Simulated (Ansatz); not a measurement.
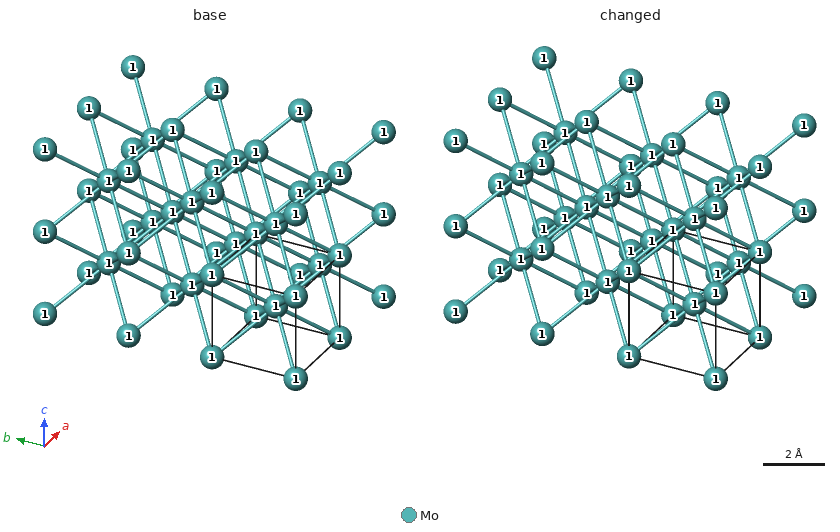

Left: a symmetric starting cell of Mo. Right: the same structure after one change, at the same scale. The picture is a ball-and-stick view of the conventional cell (2 times the calculation's cell), repeated 2 × 3 × 2 with one cell outlined, seen from a free direction. Lengths and directions refer to the drawn axes.

These are results of DFT PBEsol, scalar-relativistic, plane waves, PAW in Ansatz, not measurements. Settings: plane-wave cutoff 420 eV; k-point mesh 16 × 16 × 16; occupations gaussian; smearing width 0.1 eV; no spin polarisation.

Question: What distinguishes the right structure from the left one?

Answer: The cell is strained by +0.7 % along a and +3.7 % across it (volume +8.3 %), the atoms keeping their fractional coordinates. No relaxation follows. The starting cell wasn't computed here and needn't be at equilibrium, so pressure and forces aren't due to the change alone.

Question: And its effect?

Answer: The pressure is −21.1 GPa (not all of it need come from the change, since the unchanged cell can be under pressure at this level too). The principal stresses (compression positive) are −15.8 GPa along a and −23.7 GPa across it. All forces vanish by symmetry. Among the bonded contacts that change: Mo–Mo 2.721 → 2.795 Å. The space group (tolerance 0.01 Å) goes from Im-3m (No. 229) to I4/mmm (No. 139).
